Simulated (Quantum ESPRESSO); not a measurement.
# Band-structure run of BaTiO$_{3}$ (part 1 of 2)

The run: band-structure run of BaTiO$_{3}$ (P4mm, 5 atoms in the cell). Method and program: Kohn-Sham DFT of a periodic cell, PBE, PseudoDojo 0.5 SR PBE stringent, no spin polarisation (Quantum ESPRESSO 7.5).

The structure derives from an entry of the Crystallography Open Database.

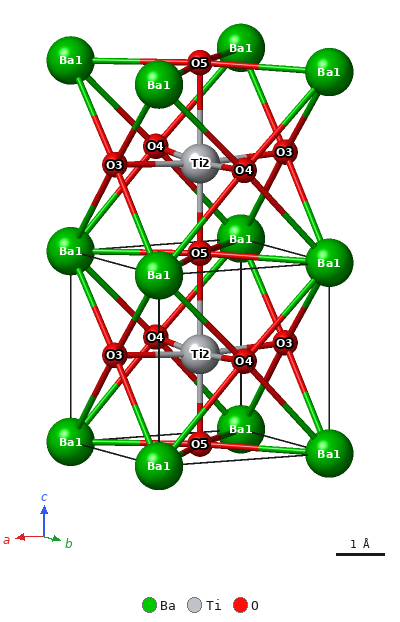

The input geometry (ball-and-stick view of the cell of the calculation, repeated 1 × 1 × 2, seen at an oblique angle; atoms are numbered from 1 in the order of the input). An atom can appear more than once, as a periodic image.

**Input file**
```
&CONTROL
  calculation = 'scf'
  prefix = 'pwscf'
  outdir = './tmp'
  pseudo_dir = './pseudo'
  tprnfor = .true.
  tstress = .true.
  disk_io = 'low'
/
&SYSTEM
  ibrav = 0
  nat = 5
  ntyp = 3
  ecutwfc = 92
  nbnd = 28
  occupations = 'smearing'
  smearing = 'fd'
  degauss = 0.00367493
/
&ELECTRONS
  conv_thr = 1d-09
  electron_maxstep = 120
  mixing_beta = 0.5
/
ATOMIC_SPECIES
Ba   137.3270 Ba.upf
Ti    47.8670 Ti.upf
O     15.9990 O.upf
CELL_PARAMETERS angstrom
   3.9998000000    0.0000000000    0.0000000000
   0.0000000000    3.9998000000    0.0000000000
   0.0000000000    0.0000000000    4.0180000000
ATOMIC_POSITIONS angstrom
Ba     0.0000000000    0.0000000000    0.0000000000
Ti     1.9999000000    1.9999000000    1.9688200000
O      0.0000000000    1.9999000000    2.0773060000
O      1.9999000000    0.0000000000    2.0773060000
O      1.9999000000    1.9999000000    0.0763420000
K_POINTS automatic
7 7 7 0 0 0
```

**File bands.in**
```
&CONTROL
  calculation = 'bands'
  prefix = 'pwscf'
  outdir = './tmp'
  pseudo_dir = './pseudo'
  disk_io = 'low'
  verbosity = 'high'
/
&SYSTEM
  ibrav = 0
  nat = 5
  ntyp = 3
  ecutwfc = 92
  nbnd = 28
  occupations = 'smearing'
  smearing = 'fd'
  degauss = 0.00367493
/
&ELECTRONS
  conv_thr = 1d-08
  electron_maxstep = 120
  mixing_beta = 0.5
  diago_full_acc = .true.
/
ATOMIC_SPECIES
Ba   137.3270 Ba.upf
Ti    47.8670 Ti.upf
O     15.9990 O.upf
CELL_PARAMETERS angstrom
   3.9998000000    0.0000000000    0.0000000000
   0.0000000000    3.9998000000    0.0000000000
   0.0000000000    0.0000000000    4.0180000000
ATOMIC_POSITIONS angstrom
Ba     0.0000000000    0.0000000000    0.0000000000
Ti     1.9999000000    1.9999000000    1.9688200000
O      0.0000000000    1.9999000000    2.0773060000
O      1.9999000000    0.0000000000    2.0773060000
O      1.9999000000    1.9999000000    0.0763420000
K_POINTS crystal
60
 0.0000000000  0.0000000000  0.0000000000 1
 0.0000000000  0.1000000000  0.0000000000 1
 0.0000000000  0.2000000000  0.0000000000 1
 0.0000000000  0.3000000000  0.0000000000 1
 0.0000000000  0.4000000000  0.0000000000 1
 0.0000000000  0.5000000000  0.0000000000 1
 0.1000000000  0.5000000000  0.0000000000 1
 0.2000000000  0.5000000000  0.0000000000 1
 0.3000000000  0.5000000000  0.0000000000 1
 0.4000000000  0.5000000000  0.0000000000 1
 0.5000000000  0.5000000000  0.0000000000 1
 0.4375000000  0.4375000000  0.0000000000 1
 0.3750000000  0.3750000000  0.0000000000 1
 0.3125000000  0.3125000000  0.0000000000 1
 0.2500000000  0.2500000000  0.0000000000 1
 0.1875000000  0.1875000000  0.0000000000 1
 0.1250000000  0.1250000000  0.0000000000 1
 0.0625000000  0.0625000000  0.0000000000 1
 0.0000000000  0.0000000000  0.0000000000 1
 0.0000000000  0.0000000000  0.0833333333 1
 0.0000000000  0.0000000000  0.1666666667 1
 0.0000000000  0.0000000000  0.2500000000 1
 0.0000000000  0.0000000000  0.3333333333 1
 0.0000000000  0.0000000000  0.4166666667 1
 0.0000000000  0.0000000000  0.5000000000 1
 0.0000000000  0.0833333333  0.5000000000 1
 0.0000000000  0.1666666667  0.5000000000 1
 0.0000000000  0.2500000000  0.5000000000 1
 0.0000000000  0.3333333333  0.5000000000 1
 0.0000000000  0.4166666667  0.5000000000 1
 0.0000000000  0.5000000000  0.5000000000 1
 0.0833333333  0.5000000000  0.5000000000 1
 0.1666666667  0.5000000000  0.5000000000 1
 0.2500000000  0.5000000000  0.5000000000 1
 0.3333333333  0.5000000000  0.5000000000 1
 0.4166666667  0.5000000000  0.5000000000 1
 0.5000000000  0.5000000000  0.5000000000 1
 0.4444444444  0.4444444444  0.5000000000 1
 0.3888888889  0.3888888889  0.5000000000 1
 0.3333333333  0.3333333333  0.5000000000 1
 0.2777777778  0.2777777778  0.5000000000 1
 0.2222222222  0.2222222222  0.5000000000 1
 0.1666666667  0.1666666667  0.5000000000 1
 0.1111111111  0.1111111111  0.5000000000 1
 0.0555555556  0.0555555556  0.5000000000 1
 0.0000000000  0.0000000000  0.5000000000 1
 0.0000000000  0.5000000000  0.0000000000 1
 0.0000000000  0.5000000000  0.0833333333 1
 0.0000000000  0.5000000000  0.1666666667 1
 0.0000000000  0.5000000000  0.2500000000 1
 0.0000000000  0.5000000000  0.3333333333 1
 0.0000000000  0.5000000000  0.4166666667 1
 0.0000000000  0.5000000000  0.5000000000 1
 0.5000000000  0.5000000000  0.0000000000 1
 0.5000000000  0.5000000000  0.0833333333 1
 0.5000000000  0.5000000000  0.1666666667 1
 0.5000000000  0.5000000000  0.2500000000 1
 0.5000000000  0.5000000000  0.3333333333 1
 0.5000000000  0.5000000000  0.4166666667 1
 0.5000000000  0.5000000000  0.5000000000 1
```

Hardware: 1 thread of AMD EPYC (Zen 3), 24 GiB of memory available, shared host.

Run as:
```bash
OMP_NUM_THREADS=1 pw.x -in pw.in > pw.out
OMP_NUM_THREADS=1 pw.x -in bands.in > bands.out
```

**What the program printed**
```
This program is part of the open-source Quantum ESPRESSO suite
     for quantum simulation of materials; please cite
         "P. Giannozzi et al., J. Phys.:Condens. Matter 21 395502 (2009);
         "P. Giannozzi et al., J. Phys.:Condens. Matter 29 465901 (2017);
         "P. Giannozzi et al., J. Chem. Phys. 152 154105 (2020);
          URL
     in publications or presentations arising from this work. More details at

     Message from routine setup:
     using ibrav=0 with symmetry is DISCOURAGED, use correct ibrav instead

     G-vector sticks info
     --------------------
     sticks:   dense  smooth     PW     G-vecs:    dense   smooth      PW
     Sum        1669    1669    481                51763    51763    7817

     Using Slab Decomposition

     bravais-lattice index     =            0
     lattice parameter (alat)  =       7.5585  a.u.
     unit-cell volume          =     433.7935 (a.u.)^3
     number of atoms/cell      =            5
     number of atomic types    =            3
     number of electrons       =        40.00
     number of Kohn-Sham states=           28
     kinetic-energy cutoff     =      92.0000  Ry
     charge density cutoff     =     368.0000  Ry
     scf convergence threshold =      1.0E-09
     mixing beta               =       0.5000
     number of iterations used =            8  plain     mixing
     Exchange-correlation= PBE
                           (   1   4   3   4   0   0   0)

     celldm(1)=   7.558527  celldm(2)=   0.000000  celldm(3)=   0.000000
     celldm(4)=   0.000000  celldm(5)=   0.000000  celldm(6)=   0.000000

     crystal axes: (cart. coord. in units of alat)
               a(1) = (   1.000000   0.000000   0.000000 )
               a(2) = (   0.000000   1.000000   0.000000 )
               a(3) = (   0.000000   0.000000   1.004550 )

     reciprocal axes: (cart. coord. in units 2 pi/alat)
               b(1) = (  1.000000  0.000000  0.000000 )
               b(2) = (  0.000000  1.000000  0.000000 )
               b(3) = (  0.000000  0.000000  0.995470 )

     PseudoPot. # 1 for Ba read from file:
     Ba.upf
     Pseudo is Norm-conserving + core correction, Zval = 10.0
     Generated using ONCVPSP code by D. R. Hamann
     Using radial grid of 1950 points,  8 beta functions with:
                l(1) =   0
                l(2) =   0
                l(3) =   1
                l(4) =   1
                l(5) =   2
                l(6) =   2
                l(7) =   3
                l(8) =   3

     PseudoPot. # 2 for Ti read from file:
     Ti.upf
     Pseudo is Norm-conserving + core correction, Zval = 12.0
     Generated using ONCVPSP code by D. R. Hamann
     Using radial grid of 1586 points,  6 beta functions with:
                l(1) =   0
                l(2) =   0
                l(3) =   1
                l(4) =   1
                l(5) =   2
                l(6) =   2

     PseudoPot. # 3 for O  read from file:
     O.upf
     Pseudo is Norm-conserving + core correction, Zval =  6.0
     Generated using ONCVPSP code by D. R. Hamann
     Using radial grid of  936 points,  5 beta functions with:
                l(1) =   0
                l(2) =   0
                l(3) =   1
                l(4) =   1
                l(5) =   2

     atomic species   valence    mass     pseudopotential
     Ba               10.00   137.32700     Ba( 1.00)
     Ti               12.00    47.86700     Ti( 1.00)
     O                 6.00    15.99900     O ( 1.00)

      8 Sym. Ops. (no inversion) found

   Cartesian axes

     site n.     atom                  positions (alat units)
         1        Ba     tau(   1) = (   0.0000000   0.0000000   0.0000000  )
         2        Ti     tau(   2) = (   0.5000000   0.5000000   0.4922296  )
         3        O      tau(   3) = (   0.0000000   0.5000000   0.5193525  )
         4        O      tau(   4) = (   0.5000000   0.0000000   0.5193525  )
         5        O      tau(   5) = (   0.5000000   0.5000000   0.0190865  )

     number of k points=    40  Fermi-Dirac smearing, width (Ry)=  0.0037
                       cart. coord. in units 2pi/alat
        k(    1) = (   0.0000000   0.0000000   0.0000000), wk =   0.0058309
        k(    2) = (   0.0000000   0.0000000   0.1422101), wk =   0.0116618
        k(    3) = (   0.0000000   0.0000000   0.2844201), wk =   0.0116618
        k(    4) = (   0.0000000   0.0000000   0.4266302), wk =   0.0116618
        k(    5) = (   0.0000000   0.1428571   0.0000000), wk =   0.0233236
        k(    6) = (   0.0000000   0.1428571   0.1422101), wk =   0.0466472
        k(    7) = (   0.0000000   0.1428571   0.2844201), wk =   0.0466472
        k(    8) = (   0.0000000   0.1428571   0.4266302), wk =   0.0466472
        k(    9) = (   0.0000000   0.2857143   0.0000000), wk =   0.0233236
        k(   10) = (   0.0000000   0.2857143   0.1422101), wk =   0.0466472
        k(   11) = (   0.0000000   0.2857143   0.2844201), wk =   0.0466472
        k(   12) = (   0.0000000   0.2857143   0.4266302), wk =   0.0466472
        k(   13) = (   0.0000000   0.4285714   0.0000000), wk =   0.0233236
        k(   14) = (   0.0000000   0.4285714   0.1422101), wk =   0.0466472
        k(   15) = (   0.0000000   0.4285714   0.2844201), wk =   0.0466472
        k(   16) = (   0.0000000   0.4285714   0.4266302), wk =   0.0466472
        k(   17) = (   0.1428571   0.1428571   0.0000000), wk =   0.0233236
        k(   18) = (   0.1428571   0.1428571   0.1422101), wk =   0.0466472
        k(   19) = (   0.1428571   0.1428571   0.2844201), wk =   0.0466472
        k(   20) = (   0.1428571   0.1428571   0.4266302), wk =   0.0466472
        k(   21) = (   0.1428571   0.2857143   0.0000000), wk =   0.0466472
        k(   22) = (   0.1428571   0.2857143   0.1422101), wk =   0.0932945
        k(   23) = (   0.1428571   0.2857143   0.2844201), wk =   0.0932945
        k(   24) = (   0.1428571   0.2857143   0.4266302), wk =   0.0932945
        k(   25) = (   0.1428571   0.4285714   0.0000000), wk =   0.0466472
        k(   26) = (   0.1428571   0.4285714   0.1422101), wk =   0.0932945
        k(   27) = (   0.1428571   0.4285714   0.2844201), wk =   0.0932945
        k(   28) = (   0.1428571   0.4285714   0.4266302), wk =   0.0932945
        k(   29) = (   0.2857143   0.2857143   0.0000000), wk =   0.0233236
        k(   30) = (   0.2857143   0.2857143   0.1422101), wk =   0.0466472
        k(   31) = (   0.2857143   0.2857143   0.2844201), wk =   0.0466472
        k(   32) = (   0.2857143   0.2857143   0.4266302), wk =   0.0466472
        k(   33) = (   0.2857143   0.4285714   0.0000000), wk =   0.0466472
        k(   34) = (   0.2857143   0.4285714   0.1422101), wk =   0.0932945
        k(   35) = (   0.2857143   0.4285714   0.2844201), wk =   0.0932945
        k(   36) = (   0.2857143   0.4285714   0.4266302), wk =   0.0932945
        k(   37) = (   0.4285714   0.4285714   0.0000000), wk =   0.0233236
        k(   38) = (   0.4285714   0.4285714   0.1422101), wk =   0.0466472
        k(   39) = (   0.4285714   0.4285714   0.2844201), wk =   0.0466472
        k(   40) = (   0.4285714   0.4285714   0.4266302), wk =   0.0466472

     Dense  grid:    51763 G-vectors     FFT dimensions: (  48,  48,  48)

     Initial potential from superposition of free atoms

     starting charge      39.9818, renormalised to      40.0000
     Starting wfcs are   27 randomized atomic wfcs +    1 random wfcs

     Self-consistent Calculation

     iteration #  1     ecut=    92.00 Ry     beta= 0.50
     Davidson diagonalization with overlap
     ethr =  1.00E-02,  avg # of iterations =  5.5

     total energy              =    -274.08520726 Ry
     estimated scf accuracy    <       1.88276740 Ry

     iteration #  2     ecut=    92.00 Ry     beta= 0.50
     Davidson diagonalization with overlap
     ethr =  4.71E-03,  avg # of iterations =  2.1

     total energy              =    -273.41609533 Ry
     estimated scf accuracy    <       7.57761770 Ry

     iteration #  3     ecut=    92.00 Ry     beta= 0.50
     Davidson diagonalization with overlap
     ethr =  4.71E-03,  avg # of iterations =  2.0

     total energy              =    -274.88232077 Ry
     estimated scf accuracy    <       0.37237589 Ry

     iteration #  4     ecut=    92.00 Ry     beta= 0.50
     Davidson diagonalization with overlap
     ethr =  9.31E-04,  avg # of iterations =  1.3

     total energy              =    -274.81734195 Ry
     estimated scf accuracy    <       0.16987925 Ry

     iteration #  5     ecut=    92.00 Ry     beta= 0.50
     Davidson diagonalization with overlap
     ethr =  4.25E-04,  avg # of iterations =  2.5

     total energy              =    -274.85686366 Ry
     estimated scf accuracy    <       0.01523561 Ry

     iteration #  6     ecut=    92.00 Ry     beta= 0.50
     Davidson diagonalization with overlap
     ethr =  3.81E-05,  avg # of iterations =  6.9

     total energy              =    -274.85771285 Ry
     estimated scf accuracy    <       0.00229257 Ry

     iteration #  7     ecut=    92.00 Ry     beta= 0.50
     Davidson diagonalization with overlap
     c_bands:  1 eigenvalues not converged
     ethr =  5.73E-06,  avg # of iterations =  6.2

     total energy              =    -274.85844358 Ry
     estimated scf accuracy    <       0.00009939 Ry

     iteration #  8     ecut=    92.00 Ry     beta= 0.50
     Davidson diagonalization with overlap
     c_bands:  1 eigenvalues not converged
     ethr =  2.48E-07,  avg # of iterations =  5.3

     total energy              =    -274.85848199 Ry
     estimated scf accuracy    <       0.00003884 Ry

     iteration #  9     ecut=    92.00 Ry     beta= 0.50
     Davidson diagonalization with overlap
     ethr =  9.71E-08,  avg # of iterations =  1.4

     total energy              =    -274.85848158 Ry
     estimated scf accuracy    <       0.00000860 Ry

     iteration # 10     ecut=    92.00 Ry     beta= 0.50
     Davidson diagonalization with overlap
     ethr =  2.15E-08,  avg # of iterations =  2.6

     total energy              =    -274.85848318 Ry
     estimated scf accuracy    <       0.00000002 Ry

     iteration # 11     ecut=    92.00 Ry     beta= 0.50
     Davidson diagonalization with overlap
     ethr =  4.68E-11,  avg # of iterations =  7.1

     total energy              =    -274.85848337 Ry
     estimated scf accuracy    <          6.0E-09 Ry

     iteration # 12     ecut=    92.00 Ry     beta= 0.50
     Davidson diagonalization with overlap
     ethr =  1.50E-11,  avg # of iterations =  1.2

     total energy              =    -274.85848337 Ry
     estimated scf accuracy    <          5.2E-09 Ry

     iteration # 13     ecut=    92.00 Ry     beta= 0.50
     Davidson diagonalization with overlap
     ethr =  1.31E-11,  avg # of iterations =  2.0

     End of self-consistent calculation

          k = 0.0000 0.0000 0.0000 (  6483 PWs)   bands (ev):

   -46.1758 -22.4384 -22.4085 -22.4085 -14.3513  -6.4863  -5.8427  -5.7853
     0.4691   0.4691   0.4708   8.0390   8.0514   8.0514   9.1087   9.1087
     9.1978  10.0754  10.0896  10.0896  12.1977  12.4080  12.4080  14.4098
    14.5048  15.4635  15.5293  17.7415

          k = 0.0000 0.0000 0.1422 (  6491 PWs)   bands (ev):

   -46.1756 -22.4479 -22.4081 -22.4081 -14.3299  -6.4904  -5.8352  -5.7793
     0.4986   0.4986   0.5519   7.7018   7.9947   7.9947   8.9073   8.9073
     9.0383   9.6482  10.0005  10.0005  12.2212  12.7419  12.7419  14.4091
    14.9991  15.8182  15.8968  18.2250

          k = 0.0000 0.0000 0.2844 (  6487 PWs)   bands (ev):

   -46.1752 -22.4691 -22.4073 -22.4073 -14.2809  -6.5683  -5.7658  -5.7363
     0.5669   0.5669   0.7318   6.9697   7.8174   7.8174   8.5972   8.5972
     8.7185   8.9467   9.8207   9.8207  12.2751  13.4033  13.4033  14.4092
    15.8327  16.6337  16.8316  19.4771

          k = 0.0000 0.0000 0.4266 (  6480 PWs)   bands (ev):

   -46.1749 -22.4861 -22.4066 -22.4066 -14.2409  -6.6712  -5.7548  -5.6031
     0.6237   0.6237   0.8743   6.4104   7.6301   7.6301   8.4463   8.4463
     8.4912   8.5116   9.6931   9.6931  12.3197  13.8885  13.8885  14.4100
    16.3553  17.3475  17.8172  18.6602

          k = 0.0000 0.1429 0.0000 (  6475 PWs)   bands (ev):
```
